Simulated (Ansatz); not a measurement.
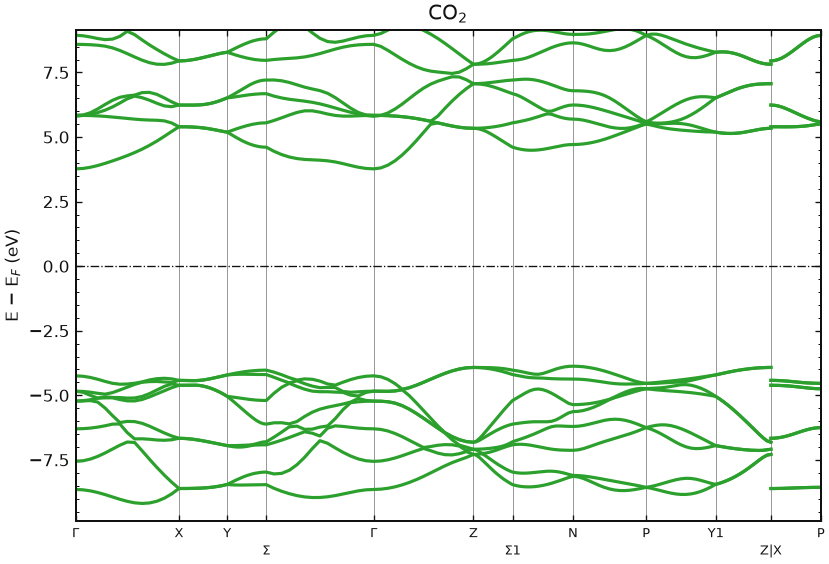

Band structure. Energies are counted from the Fermi level.

### What lattice type does the k path imply?

A body-centred tetragonal lattice: the path Γ–X–Y–Σ–Γ–Z–Σ1–N–P–Y1–Z|X–P runs through the special points of its Brillouin zone.

Input of the run:

```yaml
crystal:
  lattice:
    - [-1.974727, 1.974727, 2.89349568]
    - [1.974727, -1.974727, 2.89349568]
    - [1.974727, 1.974727, -2.89349568]
  atoms:
    - { symbol: O, position: [0.875, 0.959798, 0.584798] }
    - { symbol: O, position: [0.375, 0.290202, 0.415202] }
    - { symbol: O, position: [0.040202, 0.625, 0.915202] }
    - { symbol: O, position: [0.709798, 0.125, 0.084798] }
    - { symbol: C, position: [0.0, 0.0, 0.0] }
    - { symbol: C, position: [0.75, 0.25, 0.5] }
hamiltonian:
  xc: pbesol
  pseudopotentials: { kind: paw }
kpoints:
  mp_grid: { grid: [8, 8, 8] }
  band_path:
    path:
      - [[0.0, 0.0, 0.0], [0.5, -0.5, 0.0], [0.5, -0.5, 0.2328833588], [0.3664416794, -0.3664416794, 0.3664416794], [0.0, 0.0, 0.0], [0.5, 0.5, -0.5], [0.6335583206, 0.3664416794, -0.3664416794], [0.5, 0.0, 0.0], [0.75, -0.25, -0.25], [0.7671166412, 0.2328833588, -0.5], [0.5, 0.5, -0.5]]
      - [[0.5, -0.5, 0.0], [0.75, -0.25, -0.25]]
    npoints: 14
scf:
  occupations: { method: fermi_dirac, width: 0.05 }
  n_extra_bands: 15
output:
  forces: true
  stress: true
  eigenvalues: true
  fatbands: true
```

System: CO₂, space group I-42d (No. 122), 6 atoms in the primitive cell.

Computed with Ansatz 0.2.0: PBEsol, Ansatz PAW, no spin polarisation, no spin-orbit coupling, 8×8×8 k mesh, 420 eV cutoff, Fermi-Dirac smearing of 0.05 eV.

### Metal, semiconductor or insulator, and what is the gap?

The bands leave a gap. The gap along this path is 7.64 eV and indirect, from the valence-band top at N to the conduction-band bottom at Γ; the smallest direct gap is 8.01 eV, at Γ. At Z the top valence band lies only 0.05 eV lower.

### What are the direct gaps at P, Γ and X?

The direct gaps are 10.04 eV at P, 8.01 eV at Γ and 9.82 eV at X.

### How many bands meet at the valence-band top?

The top valence level at N is a single band, not degenerate (spin aside).

### How much do the top valence band and the lowest conduction band disperse along the path?

The top valence band spans 0.9 eV and the lowest conduction band 1.8 eV.

The PAW data sets were made with another functional. The cell is under a strain of −4 % (uniaxial). LDA, GGA and most meta-GGA functionals understate gaps. The cell is at 4 GPa in this functional. The cell comes from a database of computed structures, and whether it is the stable form of this composition wasn't checked. In reduced coordinates of the cell that was run, X is (0.5, −0.5, 0), Y is (0.5, −0.5, 0.233), Σ is (0.366, −0.366, 0.366), Z is (0.5, 0.5, −0.5), Σ1 is (0.634, 0.366, −0.366), N is (0.5, 0, 0), P is (0.75, −0.25, −0.25) and Y1 is (0.767, 0.233, −0.5).
